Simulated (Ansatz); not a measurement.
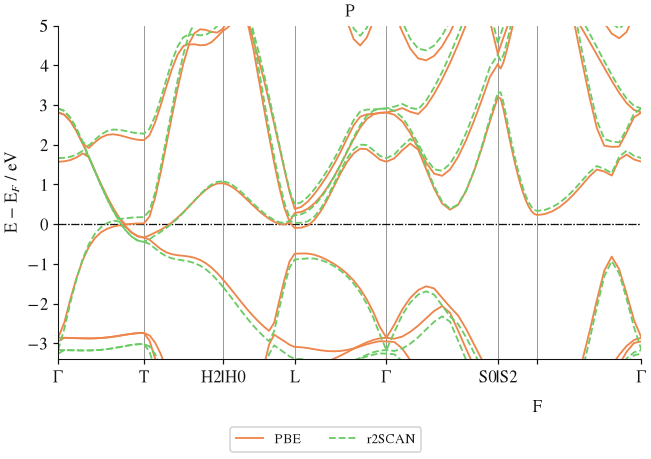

Band structures of P, space group R-3m (No. 166), 2 atoms in the cell, by two methods on the same cell. Each is counted from its own Fermi level.

Q: What changes from one method to the other?

A: Both give a metal. The 4 bands that come within 1 eV of the Fermi level differ by 0.16 eV on average and by 0.44 eV at most (at F).

Settings. PBE: DFT PBE, scalar-relativistic, plane waves, PAW, no spin polarisation, 21×21×21 k mesh, 420 eV cutoff, Gaussian smearing of 0.1 eV (Ansatz). r2SCAN: DFT r2SCAN, scalar-relativistic, plane waves, PAW, no spin polarisation, 21×21×21 k mesh, 500 eV cutoff, Gaussian smearing of 0.1 eV (Ansatz).

The structure is an invented one, so it need not be a known or stable phase.
